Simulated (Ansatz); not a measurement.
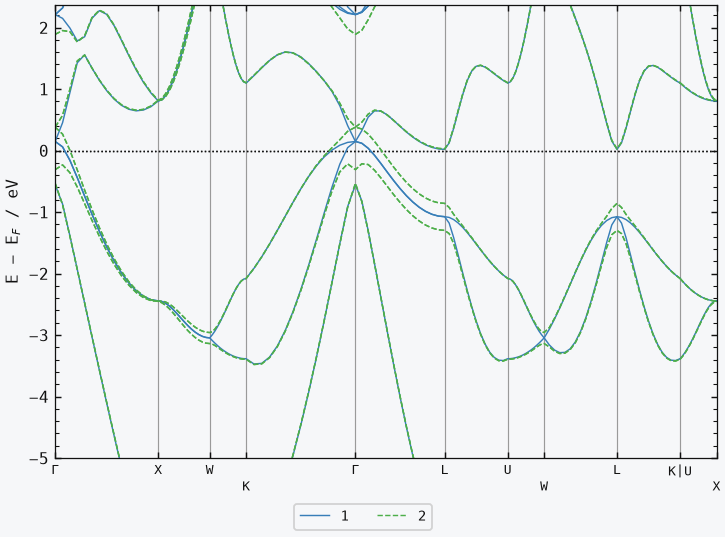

Band structures of diamond-type Sn, space group Fd-3m, 2 atoms in the primitive cell (cubic a = 6.467 Å), by two methods on the same cell. Each is counted from its own Fermi level.

### Which curve is which? The methods: PBEsol+SOC, PBEsol.

1 is PBEsol; 2 is PBEsol+SOC. PBEsol gives a metal and PBEsol+SOC gives a metal. Spin-orbit coupling splits levels that are degenerate without it.

Settings. PBEsol: Ansatz PAW, no spin polarisation, no spin-orbit coupling, 7×7×7 k mesh, 420 eV cutoff, Fermi-Dirac smearing of 0.05 eV (Ansatz). PBEsol+SOC: Ansatz PAW, spin-orbit coupling, no magnetisation, 5×5×5 k mesh, 420 eV cutoff, Fermi-Dirac smearing of 0.05 eV (Ansatz 0.2.0).

The PAW data sets were made with another functional. This isn't the form of Sn at room conditions, which is tetragonal (white tin).
